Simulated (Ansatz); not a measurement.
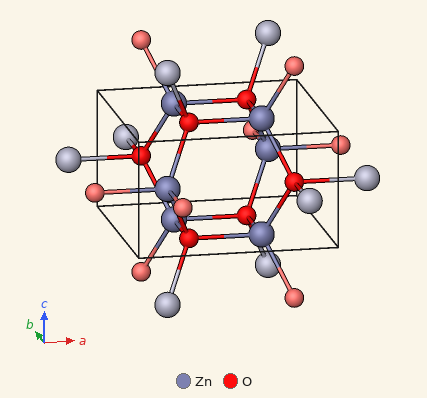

The crystal in a ball-and-stick representation, seen slightly off an axis. The parallelepiped is the conventional unit cell. Neighbours across the faces are drawn wherever a bond reaches them, in fainter colours.

ZnO, space group P4_2/mnm (No. 136), a = 5.51 Å, b = 5.51 Å, c = 3.25 Å, α = 90.00°, β = 90.00°, γ = 90.00°.

All computed values are from DFT, r2SCAN, plane waves, PAW (Ansatz 0.2.0). Settings: a kinetic-energy cutoff of 500 eV, a 4×4×6 grid in reciprocal space, no spin polarisation.

What does the calculation say: metal or gapped?

A semiconductor at this level, with a gap of 1.21 eV, direct.

Estimate ε∞.

ε∞ averages 4.2.

The structure was taken from a structure listed in the Materials Project. Earlier steps of the study, as a rule a relaxation of our own, may have changed the cell and positions, so they can lie some per cent off the listed ones. It was run through Ansatz as a DFT input.
